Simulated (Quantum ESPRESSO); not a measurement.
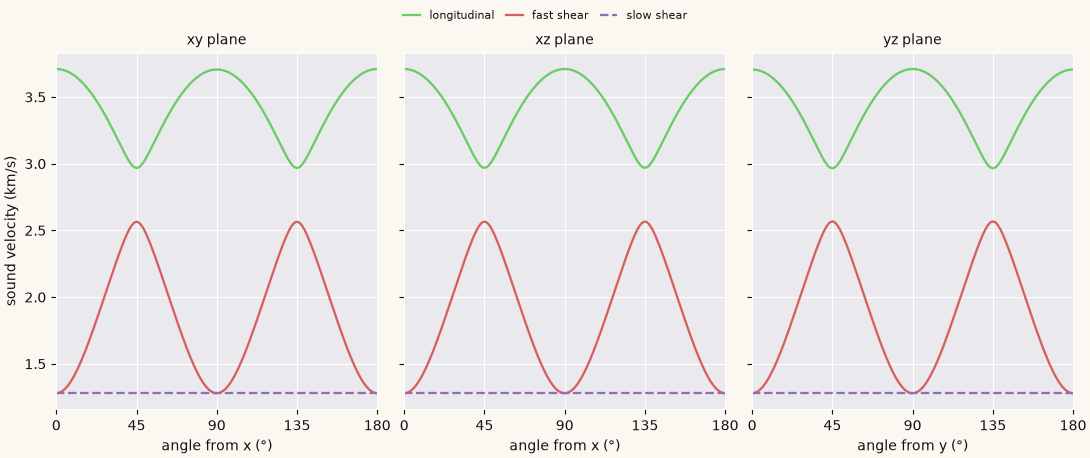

Computed with Quantum ESPRESSO 7.5: plane-wave DFT, no spin polarisation; elastic constants in Voigt order on the axes of the given cell. Level: WC with D2.

k mesh 7×7×7; occupations Fermi–Dirac; smearing width 0.05 eV; potentials JTH 2.0 LDA; wave cutoff 612.3 eV; density cutoff 3674 eV.

Structure:
```xyz
2
Lattice="0.0000 3.2364 3.2364 3.2364 0.0000 3.2364 3.2364 3.2364 0.0000" Properties=species:S:1:pos:R:3 pbc="T T T"
I     3.2364    3.2364    3.2364
Na    0.0000    0.0000    0.0000
```

**Figure.** Sound velocities against the direction of travel in the xy, xz and yz planes, from the elastic constants and the density for NaI, space group Fm-3m (No. 225).

Along x the longitudinal wave runs at 3.71 km/s and the transverse ones at 1.28 and 1.28 km/s, the same along y and z; along x + y they run at 2.97, 2.56 and 1.28 km/s (density 3.67 g/cm³). Over all directions E runs from 16.2 to 50.3 GPa, a ratio of 3.1, a strong anisotropy. E is 50.3 GPa along x, y and z alike, and 16.2 GPa along the body diagonal x + y + z. The Hill averages are K = 18.3 GPa and G = 10.9 GPa; K/G = 1.68.

Limits of the calculation: d2 scale of pbe kept for another functional; potentials made for another functional.

Input file:
```
&CONTROL
  calculation = 'relax'
  prefix = 'pwscf'
  outdir = './tmp'
  pseudo_dir = './pseudo'
  tprnfor = .true.
  tstress = .true.
  disk_io = 'low'
  nstep = 40
  forc_conv_thr = 0.0001
  etot_conv_thr = 1d-05
/
&SYSTEM
  ibrav = 0
  nat = 2
  ntyp = 2
  ecutwfc = 45
  ecutrho = 270
  nbnd = 14
  input_dft = 'wc'
  occupations = 'smearing'
  smearing = 'fd'
  degauss = 0.00367493
  vdw_corr = 'grimme-d2'
/
&ELECTRONS
  conv_thr = 4d-10
  electron_maxstep = 120
  mixing_beta = 0.5
/
&IONS
  ion_dynamics = 'bfgs'
/
ATOMIC_SPECIES
I    126.9045 I.LDA_PW-JTH.UPF
Na    22.9898 Na.LDA_PW-JTH.UPF
CELL_PARAMETERS angstrom
   0.0000000000    3.2364000000    3.2364000000
   3.2687640000    0.0000000000    3.2364000000
   3.2687640000    3.2364000000    0.0000000000
ATOMIC_POSITIONS crystal
I      0.5000000000    0.5000000000    0.5000000000
Na     0.0000000000    0.0000000000    0.0000000000
K_POINTS automatic
7 7 7 0 0 0
```

Run as:
```bash
OMP_NUM_THREADS=1 pw.x -in pw.in > pw.out
```
